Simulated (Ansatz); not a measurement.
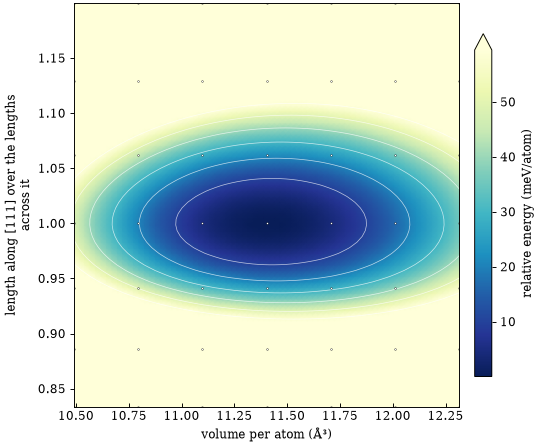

AlNi3 (Fm-3m, No. 225; 4 atoms in the cell). The energy is mapped over volume and the cell's shape. First axis: volume per atom. Second axis: length along [111] over the lengths across it, relative to the cubic cell. Nothing is relaxed (fractional coordinates fixed). Grid: 7 × 7 points. Points are written as (first, second). All energies are given in meV/atom relative to the lowest grid point. The runs have no spin polarisation; a magnetic state may lie lower. All numbers below come from DFT PBE, scalar-relativistic, plane waves, PAW (Ansatz). Settings: cutoff 520 eV, k-mesh 14×14×14, gaussian smearing 0.15 eV, no spin polarisation.

Drawn: a smooth colour map with a few white contour lines, dots at the grid points, one colour for all values above the top of the scale. Between grid points the surface is interpolated.

Estimate the position of the minimum and the force constants in these coordinates.

The interpolated minimum is at volume per atom ≈ 11.403 Å³, the second coordinate ≈ 1.000. The curvatures there are about 0.39 eV/(Å³)² and 52 eV, with a cross term of about 0 eV/Å³ (per cell of 4 atoms). Round the minimum the two coordinates are nearly uncoupled.

PAW datasets: the set soft_1.
